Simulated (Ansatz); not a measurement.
**MoS$_{2}$: geometry relaxation**

System: MoS$_{2}$ (slab, 3 atoms in the cell).
Method: DFT PBE+D3(BJ), scalar-relativistic, plane waves, PAW, no spin polarisation (Ansatz 0.2.0).

The structure derives from an entry of the Crystallography Open Database. Figures and captions count atoms from 1; the log counts them from 0 in places.

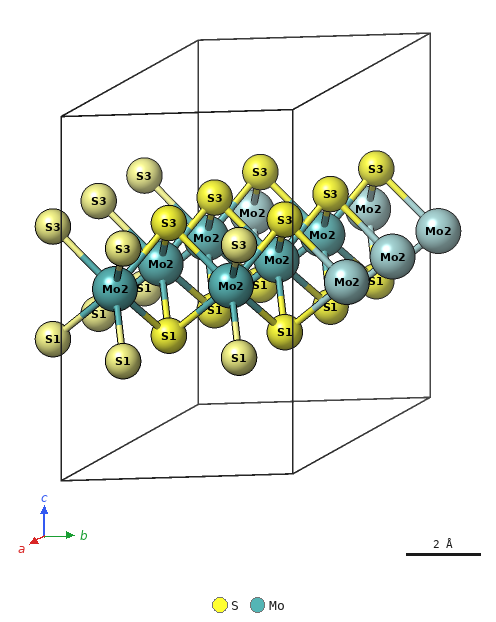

The input geometry (ball-and-stick view of the 3 × 2 repeat of the cell, with the vacuum cut short, seen slightly off an axis; neighbours outside the cell are drawn fainter; atoms are numbered from 1 in the order of the input).

The input:
```yaml
crystal:
  lattice:
    - [3.1794699326, 0.0, 0.0]
    - [-1.5897349663, 2.7316485438, 0.0]
    - [0.0, 0.0, 32.2630185773]
  atoms:
    - { symbol: S, position: [0.3333333333, 0.6666666667, 0.4514239523] }
    - { symbol: Mo, position: [0.6666666667, 0.3333333333, 0.5] }
    - { symbol: S, position: [0.3333333333, 0.6666666667, 0.5485760477] }
  periodic: [true, true, false]
basis:
  ecutwfc: 420
kpoints:
  mp_grid: { grid: [12, 12, 1] }
hamiltonian:
  xc: pbe
  dispersion: d3bj
scf:
  occupations: { method: gaussian, width: 0.02 }
output:
  forces: true
  stress: true
  eigenvalues: true
  write_density: true
  write_potential: true
  elf: true
  volumetric_format: npy
relax:
  adjacent_minimum: "off"
  f_tol: 0.003
  max_steps: 40
```

Run as:
```bash
ansatz run input.yaml --threads 1 --pin off --max-ram 2560MiB --backend cpu --events-out ev --progress --plain --runs-dir out
```

The program's output:
```
Warning: output.stress: scf.convergence.dr2_threshold = 9e-9 eV (the default of a walk held to its f_tol) is looser than the 3e-10 eV advised for a printed stress (1e-10 eV for each atom of the cell: 3). What an SCF threshold leaves in a stress goes as its square root, and in the free energy as the threshold itself, and one threshold admits the most on a small cell: of the crystals measured, under no hybrid functional and no lock of the moments, on runs that ended without the residual-converged pass, on stresses that held no estimate of that error, the worst erred by over 100 MPa in a component at 1e-7 eV an atom and by under 5 at 1e-10. Every solve of this run answers to scf.convergence.dr2_threshold, and the tensor of one is reported: a single SCF on the reported geometry and on this run's grids (its basis.xc_grid and basis.ecutrho_ratio typed), with scf.convergence.dr2_threshold at 3e-10 eV or tighter, prints it and tightens no other solve. Else set scf.convergence.dr2_threshold to 3e-10 eV or tighter. The threshold is an SCF's pass mark: one that does not reach it within its budget of iterations ends unconverged, or closes short of it on a stop that the run arms, and scf.convergence.dr2_threshold's page says what that costs each kind of run
Engine: ansatz 0.2.0, x86_64-unknown-linux-gnu
Pseudopotentials: kind: paw
Pseudopotential: S, paw, valence charge 6, recommended cutoff 420 eV (normal), S.paw.azcp
Pseudopotential: Mo, paw, valence charge 14, recommended cutoff 420 eV (normal), Mo.paw.azcp
Functional definition: PBE
  parameter kappa = 0.804
  parameter beta = 0.06672455060314922
  exchange = pbe_x(kappa = kappa, mu = beta*pi^2/3)
  correlation = pbe_c(beta = beta)
Crystal: 3 atoms, lattice volume = 280.211 Å³
Basis set: ecut = 420 eV, 5455 PW (Γ), exchange–correlation on 48×48×432 points (8 copies of the dense FFT grid, shifted against one another)
Bands: 17, of which v1, the nominal top of the filled ones, is band 13 counted from 1 (12 counted from 0)
Symmetry: 4 space group operations
Space group: Amm2 (ITA 38), of the structure as read, at distance tolerance 6.5e-5 Å
k-points: 43 of 144 (time reversal used)
Non-local potential: S, projectors of the file, l = 0: 2, l = 1: 2, l = 2: 2
Non-local potential: Mo, projectors of the file, l = 0: 3, l = 1: 2, l = 2: 2, l = 3: 1
PAW form: soft (Blöchl's): semilocal exchange-correlation on the pseudo side does not see the compensation charge
PAW one-centre angular grid: S, 110 points (default); XC on 64 Gauss nodes
PAW one-centre angular grid: Mo, 590 points (default); XC on 64 Gauss nodes
Initial density: superposition of atomic densities (neutral atoms: chi_scale 0, normalization atom), corrected by the library's trained network
Initial wavefunctions: pseudopotential atomic-orbital guess
Functional: x = pbe(κ = 0.804, μ = 0.2195149727645171), c = pbe(β = 0.06672455060314922)
SCF iter   1: F=—  HF=-6763.752384 eV  |F-HF|=—  |Δ(HF+E_count)|=         —  Δρ=2.39e-3  dr2=5.35e-3  ethr=1.77e-3  ⟨swp⟩=16.6  Hψ=7926  notcnv=0
preconditioner: auto → Resta (q_TF=auto, 1.836 Å⁻¹)  ε∞=2.4  [insulator: Δε(μ)=1.737 eV  Ē_g=8.063 eV  σ=0.020 eV  W_gap=1.00  n_scr=18 (ndim 8)  ℏωp=9.4 eV  f_vac=0.780  D(μ)=0.00/eV (n_scr^D=0)  ε∞_Penn≈2.4  vacuum switching on, ρ_ref=4.7e-3 e/Å³]
SCF iter   2: F=—  HF=-6763.758705 eV  |F-HF|=—  |Δ(HF+E_count)|=   6.32e-3  Δρ=1.39e-3  dr2=3.05e-3  ethr=2.06e-5  ⟨swp⟩=3.7  Hψ=2399  notcnv=0
SCF iter   3: F=—  HF=-6763.761236 eV  |F-HF|=—  |Δ(HF+E_count)|=   2.53e-3  Δρ=9.27e-4  dr2=3.99e-3  ethr=1.17e-5  ⟨swp⟩=3.5  Hψ=1683  notcnv=0
SCF iter   4: F=—  HF=-6763.761415 eV  |F-HF|=—  |Δ(HF+E_count)|=   1.79e-4  Δρ=6.11e-5  dr2=8.36e-6  ethr=1.17e-5  ⟨swp⟩=2.5  Hψ=1207  notcnv=0
SCF iter   5: F=—  HF=-6763.761417 eV  |F-HF|=—  |Δ(HF+E_count)|=   1.87e-6  Δρ=3.44e-5  dr2=3.86e-6  ethr=3.22e-8  ⟨swp⟩=4.3  Hψ=1983  notcnv=0
SCF iter   6: F=—  HF=-6763.761419 eV  |F-HF|=—  |Δ(HF+E_count)|=   2.25e-6  Δρ=9.24e-6  dr2=4.71e-7  ethr=1.48e-8  ⟨swp⟩=3.2  Hψ=1421  notcnv=0
SCF iter   7: F=-6763.761419 eV  HF=-6763.761419 eV  |F-HF|=4.21e-9  |Δ(HF+E_count)|=   1.63e-7  Δρ=2.35e-6  dr2=1.76e-8  ethr=8.65e-10  ⟨swp⟩=18.3  Hψ=8415  notcnv=0
SCF 1 converged in 7 iterations: F = -6763.761419 eV  dr2 = 1.76e-8
  greatest PAW one-centre occupation: 0.998 electrons in one spin orbital (limit 2), on the Mo atom at site 1 (counted from 0), in its partial waves of l = 0
relax step   1: F+E_penalty+E_count = -6763.76141942 eV  Δ(F+E_penalty+E_count) = +0.000e0 eV  max|allowed force component| = 7.667e-2 eV/Å  Δτ_max = 0.0000 Å  (7 SCF iters, dr2 threshold 2.25e-7 eV, accepted)
Initial density: handed on by an earlier stage of this run
Initial wavefunctions: those handed on with the density
iter 1 solved again at ethr=7.73e-7 eV; its pass at ethr=3.10e-3 eV (dr2=2.01e-4 eV) is discarded
SCF iter   1: F=—  HF=-6763.761782 eV  |F-HF|=—  |Δ(HF+E_count)|=         —  Δρ=2.32e-4  dr2=2.03e-4  ethr=7.73e-7  ⟨swp⟩=3.1  Hψ=3236  notcnv=0
preconditioner: auto → Resta (q_TF=auto, 1.836 Å⁻¹)  ε∞=2.4  [insulator: Δε(μ)=1.724 eV  Ē_g=8.094 eV  σ=0.020 eV  W_gap=1.00  n_scr=18 (ndim 8)  ℏωp=9.4 eV  f_vac=0.781  D(μ)=0.00/eV (n_scr^D=0)  ε∞_Penn≈2.4  vacuum switching on, ρ_ref=4.8e-3 e/Å³]
SCF iter   2: F=—  HF=-6763.761762 eV  |F-HF|=—  |Δ(HF+E_count)|=   1.96e-5  Δρ=1.70e-4  dr2=1.89e-4  ethr=7.73e-7  ⟨swp⟩=2.6  Hψ=1233  notcnv=0
SCF iter   3: F=—  HF=-6763.761737 eV  |F-HF|=—  |Δ(HF+E_count)|=   2.51e-5  Δρ=8.36e-5  dr2=1.82e-5  ethr=7.27e-7  ⟨swp⟩=2.9  Hψ=1108  notcnv=0
SCF iter   4: F=—  HF=-6763.761734 eV  |F-HF|=—  |Δ(HF+E_count)|=   2.53e-6  Δρ=1.94e-5  dr2=8.63e-7  ethr=6.99e-8  ⟨swp⟩=3.3  Hψ=1460  notcnv=0
SCF iter   5: F=-6763.761734 eV  HF=-6763.761734 eV  |F-HF|=9.70e-10  |Δ(HF+E_count)|=   4.80e-8  Δρ=4.25e-6  dr2=3.52e-8  ethr=1.41e-9  ⟨swp⟩=19.0  Hψ=8737  notcnv=0
SCF 2 converged in 5 iterations: F = -6763.761734 eV  dr2 = 3.52e-8
relax step   2: F+E_penalty+E_count = -6763.76173424 eV  Δ(F+E_penalty+E_count) = -3.148e-4 eV  max|allowed force component| = 3.451e-2 eV/Å  Δτ_max = 0.0060 Å  (5 SCF iters, dr2 threshold 3.67e-7 eV, accepted)
SCF iter   1: F=—  HF=-6763.761819 eV  |F-HF|=—  |Δ(HF+E_count)|=         —  Δρ=6.64e-5  dr2=1.81e-5  ethr=6.78e-7  ⟨swp⟩=3.0  Hψ=2210  notcnv=0
preconditioner: auto → Resta (q_TF=auto, 1.836 Å⁻¹)  ε∞=2.4  [insulator: Δε(μ)=1.730 eV  Ē_g=8.090 eV  σ=0.020 eV  W_gap=1.00  n_scr=18 (ndim 8)  ℏωp=9.4 eV  f_vac=0.781  D(μ)=0.00/eV (n_scr^D=0)  ε∞_Penn≈2.4  vacuum switching on, ρ_ref=4.7e-3 e/Å³]
SCF iter   2: F=—  HF=-6763.761800 eV  |F-HF|=—  |Δ(HF+E_count)|=   1.91e-5  Δρ=5.15e-5  dr2=1.81e-5  ethr=6.95e-8  ⟨swp⟩=3.4  Hψ=1852  notcnv=0
SCF iter   3: F=—  HF=-6763.761798 eV  |F-HF|=—  |Δ(HF+E_count)|=   2.47e-6  Δρ=2.15e-5  dr2=1.62e-6  ethr=6.95e-8  ⟨swp⟩=2.8  Hψ=1073  notcnv=0
SCF iter   4: F=—  HF=-6763.761797 eV  |F-HF|=—  |Δ(HF+E_count)|=   2.22e-7  Δρ=5.36e-6  dr2=8.52e-8  ethr=6.22e-9  ⟨swp⟩=2.9  Hψ=1366  notcnv=0
SCF iter   5: F=-6763.761797 eV  HF=-6763.761797 eV  |F-HF|=6.45e-10  |Δ(HF+E_count)|=   7.39e-9  Δρ=1.24e-6  dr2=2.33e-9  ethr=2.86e-10  ⟨swp⟩=16.9  Hψ=7977  notcnv=0
SCF 3 converged in 5 iterations: F = -6763.761797 eV  dr2 = 2.33e-9
relax step   3: F+E_penalty+E_count = -6763.76179729 eV  Δ(F+E_penalty+E_count) = -6.306e-5 eV  max|allowed force component| = 2.317e-3 eV/Å  Δτ_max = 0.0018 Å  (5 SCF iters, accepted)
```

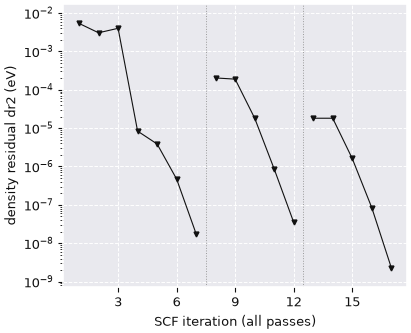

Convergence of the self-consistent field: density residual dr2 against the SCF iteration. The dotted lines part the SCF passes of the relaxation: geometry steps, rejected trials and re-solves on a re-selected basis. The passes take 7, 5 and 5 iterations.

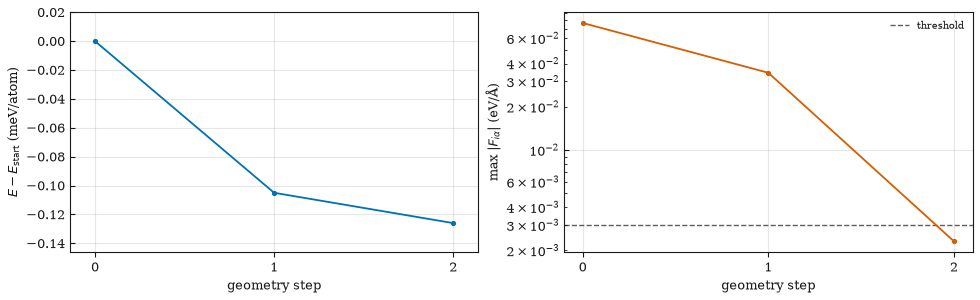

Progress of the relaxation, step by step (the first geometry is step 0 here and step 1 in the log). The largest moves, 0.004 Å, are those of S1 and S3. Largest moves by element: S 0.004 Å, Mo 0.002 Å. The cell stays as it was. The energy falls by 0.1 meV per atom in 2 geometry steps. The largest force component goes from 0.077 to 0.0023 eV/Å. (Atoms are counted from 1 in the order of the input.)

```
SCF converged after 5 iterations
Free energy (F): -6763.761797 eV
Harris-Foulkes:  -6763.761797 eV  (|F-HF|=6.45e-10)
Internal energy: -6763.761797 eV  (E = F + TS)
E sigma→0 (E₀):  -6763.761797 eV
Fermi energy:    -5.076326 eV
--- Per-component energies (eV) ---
  E_band       = -576.055166
  E_kinetic    = 655.811909
  E_local      = -48534.535539  (includes V_loc(G=0)·N_el)
  E_nonlocal   = 199.116035
  E_hartree    = 23830.846971
  E_xc         = -378.374156
  E_vxc        = -404.800877  (∫ρ·V_xc dr)
  E_paw        = -4401.527077  (= ΣΔE_a)
  E_vpaw       = -153.336873  (= ΣTr[D̂ρ^β])
  E_aug_tail   = 0.000041  (compensation charges beyond the density's cutoff)
  E_ewald      = 21865.850115
  E_disp       = -0.950097  (pairwise vdW)
  E_smearing   = -0.000000  (= −TS)
  E_closure    = 0.000000  (closes the sum)
  Σ components = -6763.761797   (vs F -6763.761797, Δ=0.00e0)
--- Forces (eV/Å), atoms counted from 1 ---
  atom   1  S      0.00000000    -0.00115770    -0.00056033
  atom   2  Mo     0.00000000     0.00231768     0.00000000
  atom   3  S      0.00000000    -0.00115770     0.00056033
  max |Σ_I F_I| component: 2.28e-6 eV/Å
--- 2D stress c σ (N/m, compression-positive) ---
       -1.085993       0.000000       0.000000
        0.000000      -0.266238       0.000000
        0.000000       0.000000       0.000000
  P = ½ c Tr σ = -0.6761 N/m
--- Band table (eV; the first three rows and the last of 43) ---
  k-point 0: bands = ["-66.7808", "-40.9292", "-40.7105", "-40.6978", "-20.0691", "-18.7536", "-11.5807", "-8.5757", "-8.4893", "-7.7413", "-7.4386", "-7.3875", "-5.9692", "-3.1485", "-3.1038", "-2.9145", "-2.8442"]
  k-point 1: bands = ["-66.7780", "-40.9238", "-40.7251", "-40.7168", "-19.9635", "-18.7096", "-11.4607", "-8.7263", "-8.4654", "-8.2058", "-7.6085", "-7.0819", "-6.0143", "-3.2482", "-3.1330", "-3.0340", "-2.9638"]
  k-point 2: bands = ["-66.7706", "-40.9091", "-40.7991", "-40.7341", "-19.6633", "-18.5844", "-11.1602", "-9.2655", "-8.8522", "-8.1584", "-8.0073", "-7.0004", "-6.2315", "-3.5940", "-3.3166", "-3.3090", "-2.5436"]
  k-point 42: bands = ["-66.7412", "-41.0212", "-40.8666", "-40.8505", "-18.1937", "-17.9770", "-11.0600", "-10.8721", "-9.5310", "-9.1729", "-8.8747", "-7.5813", "-6.4249", "-3.7394", "-3.0964", "-2.8039", "-1.2814"]
--- Relaxed structure (3 steps of the walk, 3 accepted, 0 SCFs on fresh bases) ---
  F+E_penalty+E_count = -6763.76179729 eV   max|allowed force component| = 2.317e-3 eV/Å
  cell:  # Å, volume = 280.2106 Å³
    - [3.1794699326, 0.0, 0.0]
    - [-1.5897349663, 2.7316485438, 0.0]
    - [0.0, 0.0, 32.2630185773]
  atoms:
    - { symbol: S, position: [0.3331857924140614, 0.6663715848281231, 0.45155168725326095] }
    - { symbol: Mo, position: [0.6669617485218771, 0.3339234970437541, 0.5000000000000001] }
    - { symbol: S, position: [0.3331857924140614, 0.6663715848281231, 0.5484483127467392] }
```

Trajectory as extended XYZ (Å, eV, eV/Å), 3 frames, from step=1 to step=3:
```
3
Lattice="3.1795 0.0000 0.0000 -1.5897 2.7316 0.0000 0.0000 0.0000 32.2630" Properties=species:S:1:pos:R:3:forces:R:3 step=1 energy=-6763.76142
S     0.0000    1.8211   14.5643    0.0000  -0.0251   0.0767
Mo    1.5897    0.9105   16.1315    0.0000   0.0501   0.0000
S     0.0000    1.8211   17.6987    0.0000  -0.0251  -0.0767
3
Lattice="3.1795 0.0000 0.0000 -1.5897 2.7316 0.0000 0.0000 0.0000 32.2630" Properties=species:S:1:pos:R:3:forces:R:3 step=2 energy=-6763.76173
S     0.0000    1.8202   14.5702    0.0000   0.0021  -0.0345
Mo    1.5897    0.9124   16.1315    0.0000  -0.0042   0.0000
S     0.0000    1.8202   17.6928    0.0000   0.0021   0.0345
3
Lattice="3.1795 0.0000 0.0000 -1.5897 2.7316 0.0000 0.0000 0.0000 32.2630" Properties=species:S:1:pos:R:3:forces:R:3 step=3 energy=-6763.76180
S     0.0000    1.8203   14.5684    0.0000  -0.0012  -0.0006
Mo    1.5897    0.9122   16.1315    0.0000   0.0023   0.0000
S     0.0000    1.8203   17.6946    0.0000  -0.0012   0.0006
```

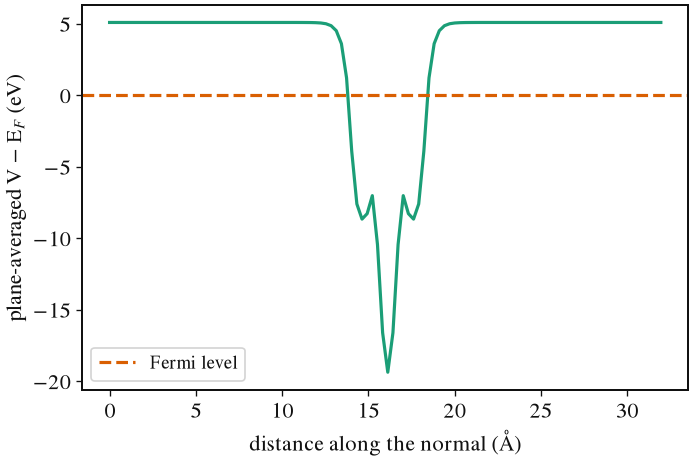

Plane average of the electrostatic potential energy of an electron across the cell, from the Fermi level. The vacuum level lies 5.08 eV above the Fermi level.

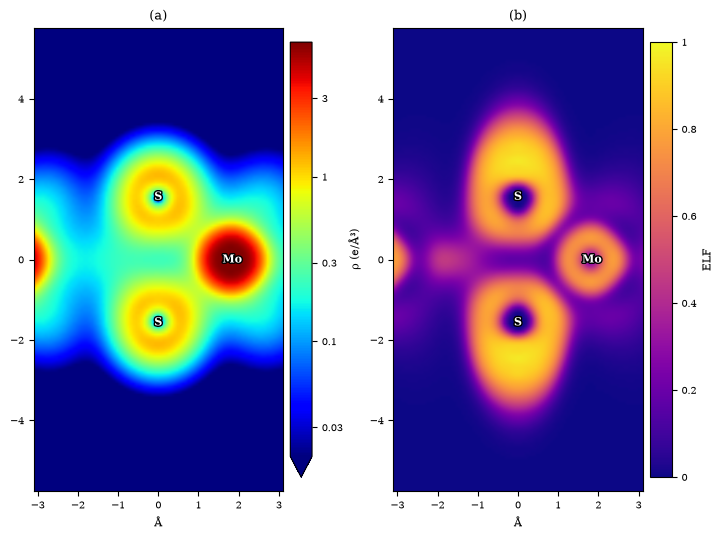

(a) valence charge density (pseudo); (b) ELF on the (110) plane of the calculation cell, a cut from vacuum to vacuum. The plane passes through S and Mo nuclei. Mo–S (2.41 Å): the density is about 0.61 e/Å³ at the midpoint; the ELF is about 0.45 at the midpoint. The density dies away to nearly zero in the vacuum. The strong features right at Mo lie inside the PAW spheres (semicore, d or f shells) and say nothing about bonding. The fields are those of the smooth PAW valence density.

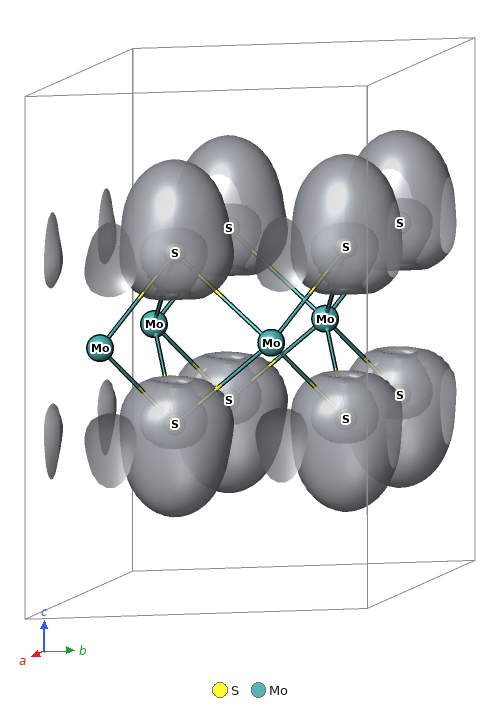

Isosurface of the electron localisation function at 0.75 (grey), seen slightly off an axis. Only the valence region is drawn (cores and ρ < 0.01 e/Å³ removed). Sticks mark near contacts. Counts are for one cell; the picture repeats the cell along the surface.  Values along the shortest contacts: Mo–S (2.40 Å): the ELF is about 0.45 at the midpoint.

Summary:

| quantity | value |
| --- | --- |
| outcome | converged |
| electrons treated | 26 |
| free energy | −6763.7618 eV |
| work function, top face | 5.08 eV |
| work function, bottom face | 5.08 eV |
| Fermi energy | −5.076 eV |
| gap on the k-point mesh | 1.73 eV |
| final volume | 280.21 Å³ |
| work function (upper face) | 5.08 eV |
| largest force (length of the vector) at the end | 0.002 eV/Å |
| hardware | 1 thread of Intel Xeon @ 2.90GHz (Ice Lake), 192 GiB of memory available, shared host |
| wall time | 58 s |
| peak memory | 0.61 GiB |

Notes:

The program warns: the SCF threshold is looser than advised for the printed stress.
